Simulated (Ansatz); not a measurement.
## Electronic structure of AlCu$_{5}$ in real space

```xyz
6
Lattice="6.2810 0.0000 0.0000 0.0000 6.2810 0.0000 0.0000 0.0000 2.5260" Properties=species:S:1:pos:R:3 pbc="T T T"
Al    3.1405    3.1405    0.0000
Cu    2.0067    0.0000    1.2630
Cu    4.2744    0.0000    1.2630
Cu    0.0000    2.0067    1.2630
Cu    0.0000    4.2744    1.2630
Cu    0.0000    0.0000    0.0000
```

Space group P4/mmm; a structure generated by program, which may or may not match a known phase; computed without spin polarisation.

Method: DFT PBE, scalar-relativistic, plane waves, PAW (Ansatz 0.2.0).

In a PAW calculation such maps are meaningful between the atoms, not at the nuclei.

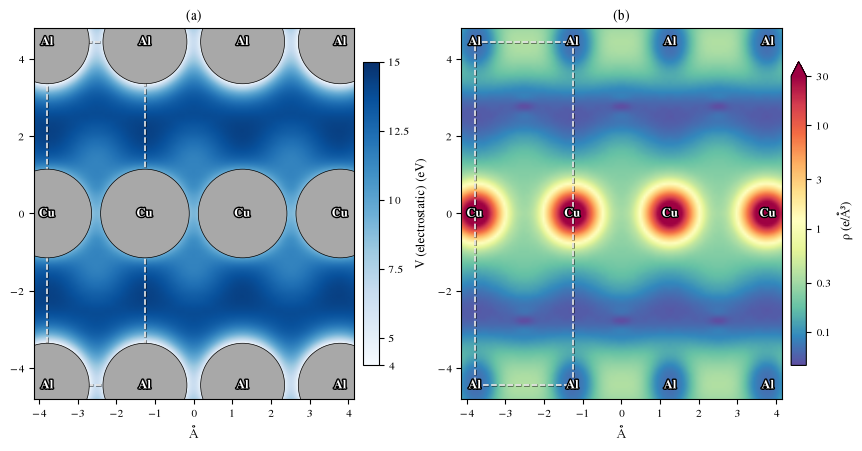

Figure 1. (a) electrostatic potential energy of an electron; (b) valence electron density on the (110) plane of the conventional cell. Grey discs cover the atomic cores in the potential map.

Describe what can be read from this map.

- The section cuts through Al and Cu sites.
- Al–Al (2.53 Å): ρ at the midpoint is about 0.35 e/Å³.
- Cu–Cu (2.53 Å): the density is about 0.32 e/Å³ at the midpoint.
- Between the atoms the lowest density in this plane is 0.05 e/Å³.
- Outside the cores the potential energy rises away from the atoms and is highest about 2.0 Å from the nearest atoms; its zero is arbitrary.

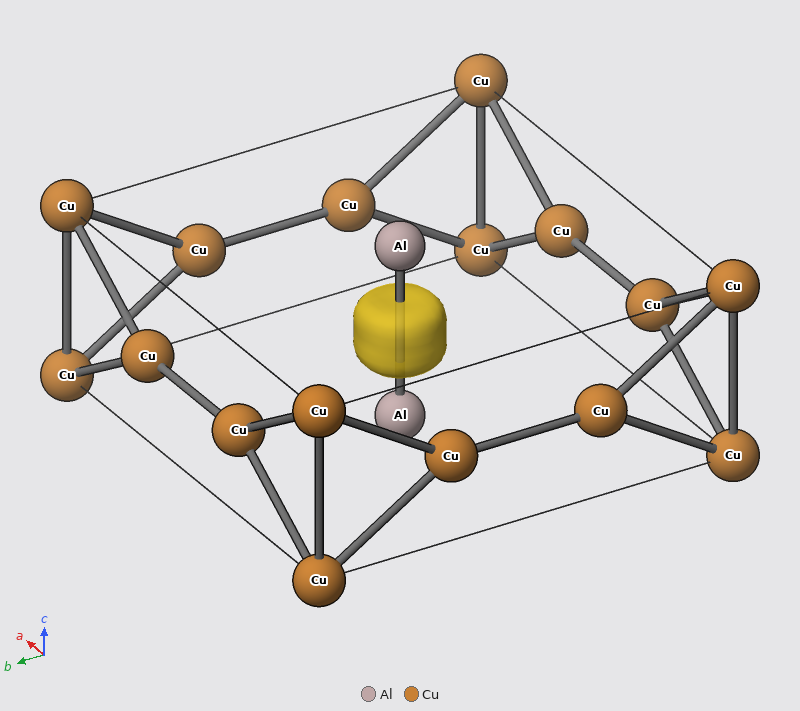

Figure 2. Isosurface of the ELF at 0.9 (yellow), seen at an oblique angle. Only the valence region is drawn (cores and ρ < 0.01 e/Å³ removed). Sticks mark near contacts.

Describe the localisation domains.

The surface consists of one region between bonded Al–Al atoms, counted in one cell of 6 atoms. Regions shared between cells count once. Profiles from the grid: Cu–Cu (2.27 Å): the ELF is about 0.20 at the midpoint (no localised pair shows between them). Al–Al (2.53 Å): the ELF peaks at about 1 between the atoms.

Does the calculation give a band gap?

It is gapless in this calculation (a metal or semimetal).
